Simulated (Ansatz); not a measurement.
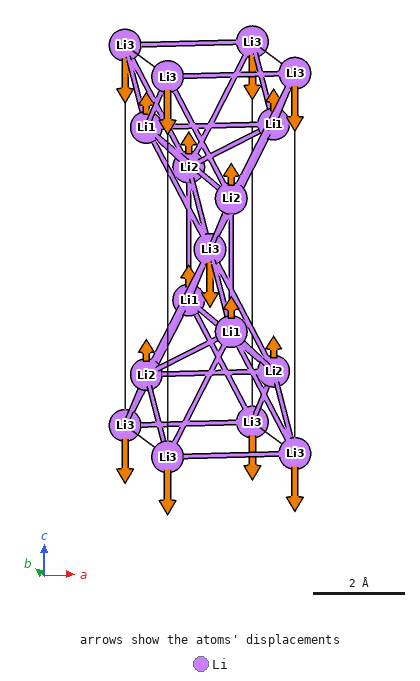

One vibrational mode of crystalline Li (a generated structure) at the zone centre. The orange arrows are the displacements of the atoms (eigenvector over the root of the mass), of arbitrary overall length and sign. A ball-and-stick model of the conventional cell (2 times the calculation's cell), seen slightly off an axis. Lengths and directions refer to the drawn axes.

These are results of DFT PBE, scalar-relativistic, plane waves, PAW in Ansatz 0.2.0, not measurements. Set-up: plane-wave cutoff 420 eV; k-point mesh 18 × 18 × 18; occupations fermi dirac; smearing width 0.15 eV; no spin polarisation.

The frequencies depend somewhat on the k-mesh and the smearing.

What mode is this, and where does it lie in the spectrum?

Answer. This is the B₁u mode at 299 cm⁻¹, the highest optical level (1 lower level is imaginary, so the structure is unstable), infrared-active by symmetry. The Li (2a) sublattice moves against the Li (4j) sublattice, along c. The crystal is a metal, so free carriers screen the infrared response.
